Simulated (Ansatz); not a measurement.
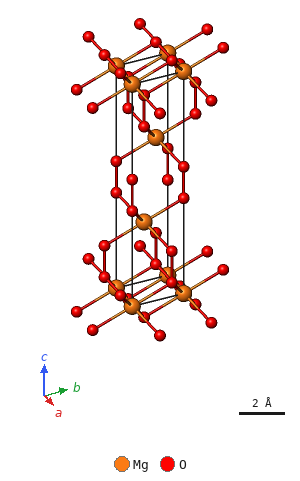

A scan of crystalline MgO2 (R-3m): the cell is strained equally along x and y, with the atoms kept at their fractional coordinates. x, y and z are the Cartesian axes of the input. The picture shows the reference cell. Style: ball-and-stick. Shown: the conventional cell (3 times the calculation's cell), repeated 1 × 1 × 1 with one cell outlined, slightly off an axis. Lengths and directions refer to the drawn axes.

The calculation used DFT PBEsol, scalar-relativistic, plane waves, PAW (Ansatz 0.2.0). Settings: plane-wave cutoff 420 eV; k-point mesh 12 × 12 × 12; occupations gaussian; smearing width 0.05 eV; no spin polarisation. Energies (free energies at the smearing named) are counted from the relaxed crystal.

```
CELL_PARAMETERS angstrom
1.58382 0.91442 3.45737
-1.58382 0.91442 3.45737
0.00000 -1.82884 3.45737
ATOMIC_POSITIONS crystal
Mg 0.00000 0.00000 0.00000
O 0.42914 0.42914 0.42914
O 0.57086 0.57086 0.57086
```

Give the energy at each point (the strain: −0.0200, −0.0150, −0.0100, −0.0050, 0.0000, 0.0050, 0.0100, 0.0150, 0.0175, 0.0200).

Answer.
```tsv
strain	E − E(ref) (meV/atom)
−0.0200	7.96
−0.0150	4.41
−0.0100	1.94
−0.0050	0.48
0.0000	0.00
0.0050	0.48
0.0100	1.87
0.0150	4.14
0.0175	5.61
0.0200	7.29
```

Of the computed points the lowest is at the strain 0.00, 0.00 meV/atom. The curvature at zero strain, (1/V) d²E/dε², is about 610 GPa; it is C₁₁ + C₂₂ + 2C₁₂ with clamped ions. The distortion keeps the space group R-3m. At the strain −0.02 the cell of the drawing goes a 3.168 → 3.104 Å, b 3.168 → 3.104 Å.

As a plot:

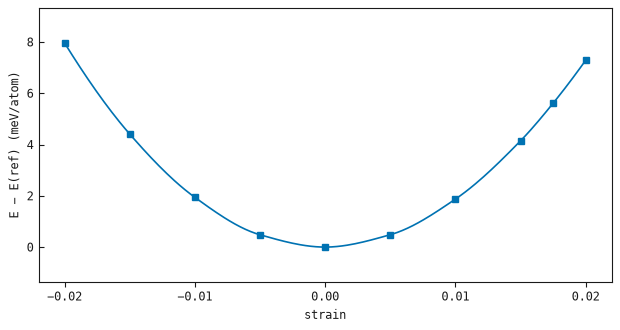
